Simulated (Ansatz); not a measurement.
# Li4F: what the fields show

The calculation's input:

```
crystal:
  lattice:
    - [4.2821344948, 0.0, 0.0]
    - [-2.1410672474, 3.7084372549, 0.0]
    - [0.0, 0.0, 5.6112856488]
  atoms:
    - { symbol: Li, position: [0.3333333333, 0.6666666667, 0.2484691397] }
    - { symbol: Li, position: [0.3333333333, 0.6666666667, 0.7515308603] }
    - { symbol: Li, position: [0.6666666667, 0.3333333333, 0.7515308603] }
    - { symbol: Li, position: [0.6666666667, 0.3333333333, 0.2484691397] }
    - { symbol: F, position: [0.0, 0.0, 0.5] }
basis:
  ecutwfc: 420
kpoints:
  mp_grid: { grid: [12, 12, 8] }
hamiltonian:
  xc: pbe
scf:
  occupations: { method: gaussian, width: 0.1 }
output:
  forces: true
  stress: true
  eigenvalues: true
  write_density: true
  write_potential: true
  elf: true
  volumetric_format: npy
relax:
  adjacent_minimum: "off"
  f_tol: 0.01
  max_steps: 80
  cell: { stress_tol: 0.05 }
```

Launched as:

```sh
ansatz run input.yaml --threads 1 --pin off --max-ram 2560MiB --backend cpu --events-out ev --progress --plain --runs-dir out
```

Below, planes, directions and counts refer to the conventional cell (a = 4.29 Å, b = 4.29 Å, c = 5.62 Å, α = 90.00°, β = 90.00°, γ = 120.00°).

The fields are those of the relaxed geometry.

Space group P6/mmm; a structure generated by program, which may or may not match a known phase; computed without spin polarisation.

All numbers below come from Ansatz 0.2.0, DFT PBE, scalar-relativistic, plane waves, PAW.

In a PAW calculation such maps are meaningful between the atoms, not at the nuclei.

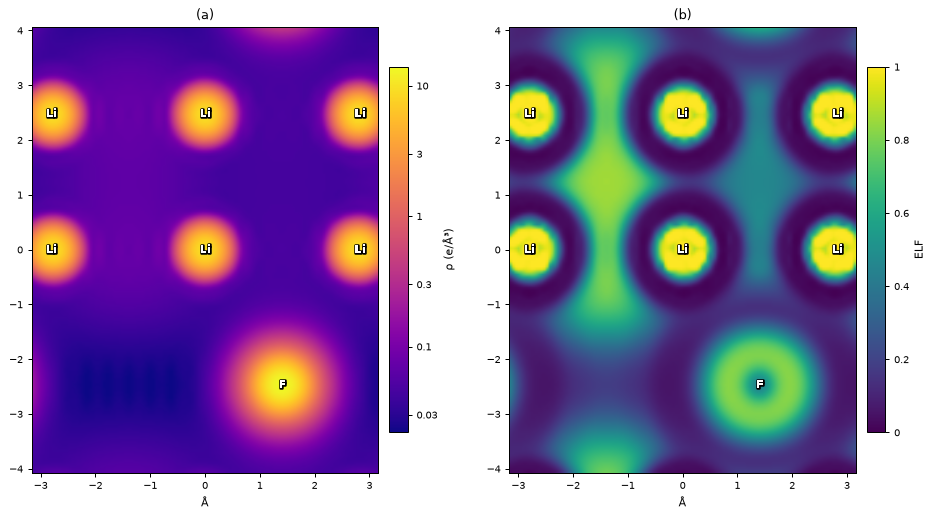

Figure 1. (a) valence pseudo-density; (b) electron localisation function on the (110) plane of the conventional cell.

**Interpret the plot.**

The plane passes through Li and F nuclei.
Li–Li (2.48 Å): ρ at the midpoint is about 0.05 e/Å³; the ELF is about 0.15 at the midpoint; no shared electron pair shows on this line.
Li–F (2.85 Å): the density is about 0.06 e/Å³ at the midpoint, with its minimum of 0.04 e/Å³ about 1.1 Å from Li; the ELF is about 0.15 at the midpoint; no localised pair shows between them.
Between the atoms the lowest density in this plane is 0.02 e/Å³.
The ELF has a maximum of about 0.85 in the space between the atoms, 1.8 Å from four Li atoms, on no atom or two-centre bond.
The features right at Li lie inside the PAW spheres, where the map follows smoothed inner orbitals and isn't to be read closely.

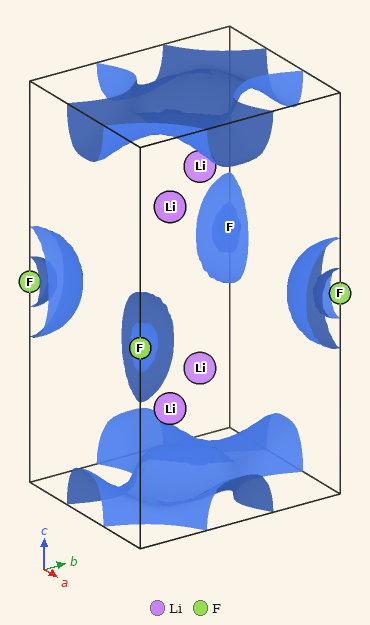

Figure 2. Isosurface of the electron localisation function at 0.75 (blue), seen slightly off an axis. Core shells and regions of very low density are left out.

**Describe the localisation domains.**

The ELF exceeds this value in one region wrapped around F (its valence shell) and sheets that run through the cell in two directions, counted in one cell of 5 atoms. Regions shared between cells count once.

**Metal or insulator at this level of theory?**

It is metallic or semimetallic at this level of theory: no gap opens.
